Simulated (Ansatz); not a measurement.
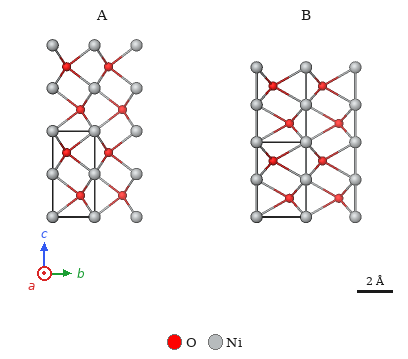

Two geometries of solid NiO (a generated structure, set up in P6_3/mmc) (coarse preliminary run), drawn at one scale. One is the start of a relaxation, the other its converged end. A ball-and-stick model of the cell of the calculation, repeated 1 × 2 × 2 with one cell outlined, seen along the a axis.

Theory: Ansatz, DFT PBEsol, scalar-relativistic, plane waves, PAW. (plane-wave cutoff 420 eV; k-point mesh 6 × 6 × 6; occupations gaussian; smearing width 0.1 eV; collinear spin; cell and atoms relaxed; force threshold 0.05 eV/Å; at most 60 steps)

Q: Which geometry has the lower energy?

A: Structure A is the relaxed one. Case: Pt → Ni, Te → O on all its sites, cell and atoms relaxed. No atom moves by more than 0.005 Å relative to the cell. Cell: a = b 3.322 → 2.821 Å (−15.1 %), c 4.359 → 5.002 Å (+14.8 %). Volume −17.2 %. Among the contacts that change: Ni–Ni 2.179 → 2.501 Å, Ni–O 2.206 → 2.053 Å. Among the angles between lasting bonds that change: Ni–O–Ni 59.2° → 75.0°, Ni–O–Ni 97.7° → 86.8°, O–Ni–O 97.7° → 86.8°. The space group stays P6_3/mmc (No. 194). Over 7 accepted moves (10 points after the start) the energy falls by 1.472 eV per cell of the calculation. All forces vanish by symmetry, so only the cell relaxes. Pressure: −14.79 GPa at the start and 0.00 GPa at the end. The line search rejected the trial step at point 4 of the run. At 2 points the geometry stayed and the basis and grid were re-selected for the new cell (energy shift of 24.0 meV per cell of the calculation at most each time). The program noted that the starting moments weren't kept.
